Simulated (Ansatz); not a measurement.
Input of the run:

```
crystal:
  lattice:
    - [0.0, 3.2885749257, 3.2885749257]
    - [3.2885749257, 0.0, 3.2885749257]
    - [3.2885749257, 3.2885749257, 0.0]
  atoms:
    - { symbol: Ag, position: [0.0, 0.0, 0.0] }
    - { symbol: I, position: [0.25, 0.25, 0.25] }
kpoints:
  mp_grid: { grid: [6, 6, 6] }
  band_path:
    path:
      - [[0.0, 0.0, 0.0], [-0.5, -0.5, -4.105953548992e-34], [-0.375, -0.375, 0.25]]
      - [[-0.375, -3.127450091709e-19, 0.375], [0.0, 0.0, 0.0], [-2.084966727806e-19, -2.084966727806e-19, 0.5], [-0.5, -0.25, 0.25], [-0.5, -0.5, -4.105953548992e-34]]
    npoints: 10
hamiltonian:
  xc: pbe
scf:
  occupations: { method: fermi_dirac, width: 0.02 }
  n_extra_bands: 4
output:
  forces: true
  stress: true
  eigenvalues: true
```

Command:
```bash
ansatz run input.yaml --threads 2 --pin off --max-ram 2211MiB --backend cpu --events-out ev --progress --plain --runs-dir out
```

What does the calculation give for the electronic structure? The path is Γ–X–U|K–Γ–L–W–X.

A semiconductor. The gap along this path is 1.34 eV and direct: both edges lie at Γ. Three bands meet at the valence-band top at Γ: it is triply degenerate (spin aside). The top valence band spans 1.7 eV and the lowest conduction band 3.3 eV. The direct gaps are 5.39 eV at X, 6.20 eV at W and 3.45 eV at L.

Spin-orbit coupling is left out, which matters for I.

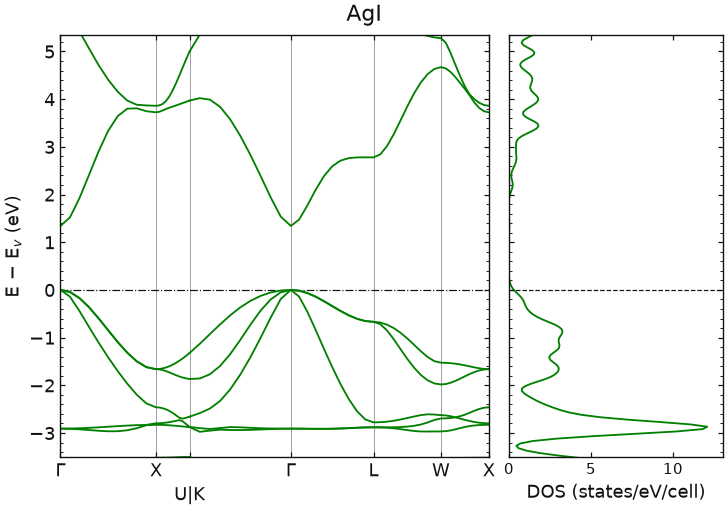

Band structure and density of states. Energies are counted from the top of the valence band. The curve is built from the levels of the k mesh with Gaussians 0.3 eV wide, which also blur the band edges.
